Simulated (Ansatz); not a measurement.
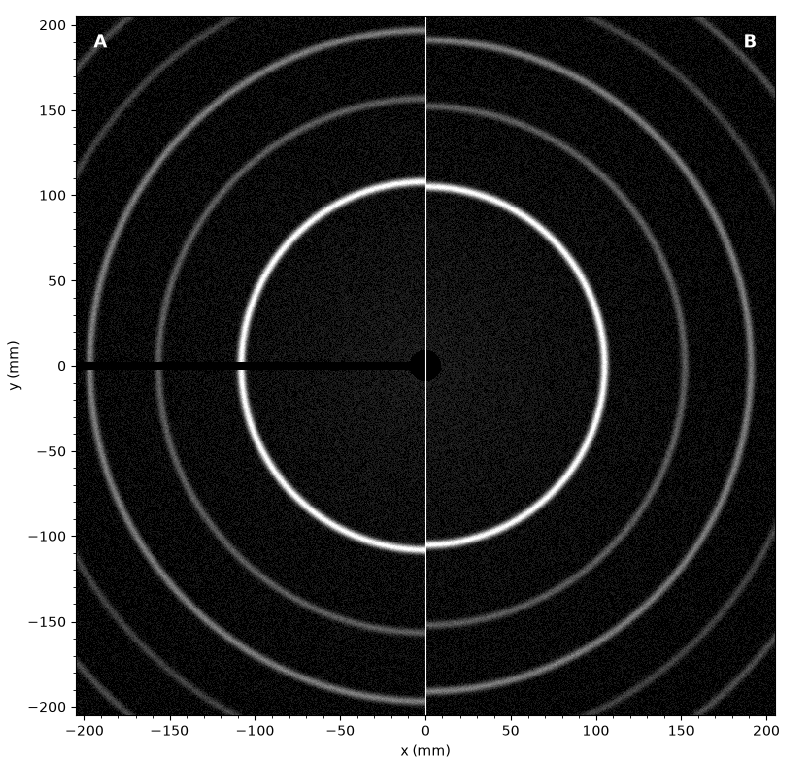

Simulated X-ray powder rings on a flat area detector normal to the beam: λ = 0.4133 Å, sample-to-detector distance 420 mm, axes in mm from the beam centre, for a fine-grained powder without texture. Kinematic intensities with B = 0.5 Å² for all atoms, without absorption; brightness goes as intensity to the power 0.5, clipped at the top, with counting noise. Reflections closer than the ring width show as one ring. The left and right halves show two different samples, each scaled to its strongest ring.

Both are C in Im-3m, with cells of different size. Both are input geometries of electronic-structure calculations (not necessarily at equilibrium); the starting structure was generated, so it need not be a known form of this composition.

Question: Which half has the larger cell, and by how much?

Answer: Half B: the volume of B is 8.1 % larger than that of A, and a larger cell draws the rings inwards on average.
A: a = 2.329 Å, b = 2.329 Å, c = 2.329 Å, α = 90.00°, β = 90.00°, γ = 90.00°; 110 at 108.0 mm (d = 1.647 Å), 200 at 156.5 mm (d = 1.165 Å), 211 at 196.8 mm (d = 0.951 Å).
B: a = 2.390 Å, b = 2.390 Å, c = 2.390 Å, α = 90.00°, β = 90.00°, γ = 90.00°; 110 at 105.1 mm (d = 1.690 Å), 200 at 152.1 mm (d = 1.195 Å), 211 at 191.0 mm (d = 0.976 Å).
